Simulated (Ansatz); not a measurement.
```
CELL_PARAMETERS angstrom
2.46494 0.00000 0.00000
1.23248 2.13469 0.00000
0.00000 0.00000 26.84866
ATOMIC_POSITIONS crystal
C 0.16562 0.16562 0.31659
C 0.49896 0.49896 0.31662
C 0.49835 0.49835 0.44210
C 0.83168 0.83168 0.44215
C 0.83189 0.83189 0.56833
C 0.16523 0.16523 0.56840
C 0.16282 0.16282 0.68792
H 0.16284 0.16284 0.72972
```

The program warned that a starting moment wasn't kept; spin-polarised, but the moments vanished.

The calculation used DFT PBE+D3(BJ), scalar-relativistic, plane waves, PAW (Ansatz).

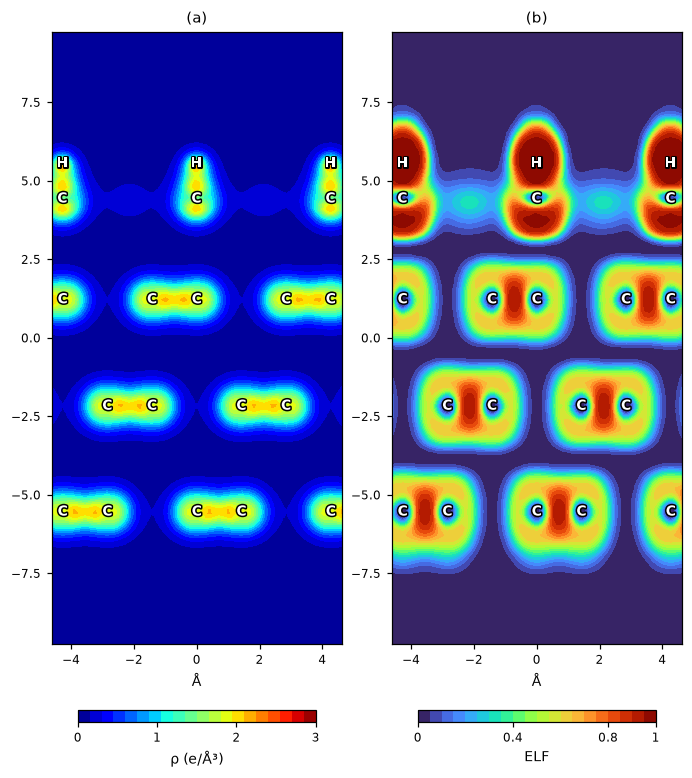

HC7 (slab). (a) valence pseudo-density; (b) ELF on the (11̄0) plane of the calculation cell, a cut from vacuum to vacuum.

The density is the valence pseudo-density of a PAW calculation; it isn't the true density close to the nuclei.

**What does the map show?**

Atoms in the plane: C and H.
C–H (1.12 Å): ρ is about 2 e/Å³ halfway; the ELF is about 1 at the midpoint: an ordinary covalent bond to hydrogen.
C–C (1.42 Å): the density is about 2 e/Å³ at the midpoint; the ELF peaks at about 0.95 between the atoms.
The density dies away to nearly zero in the vacuum.

**Does the calculation make it a metal, or give it a gap?**

It is metallic or semimetallic at this level of theory: no gap opens.
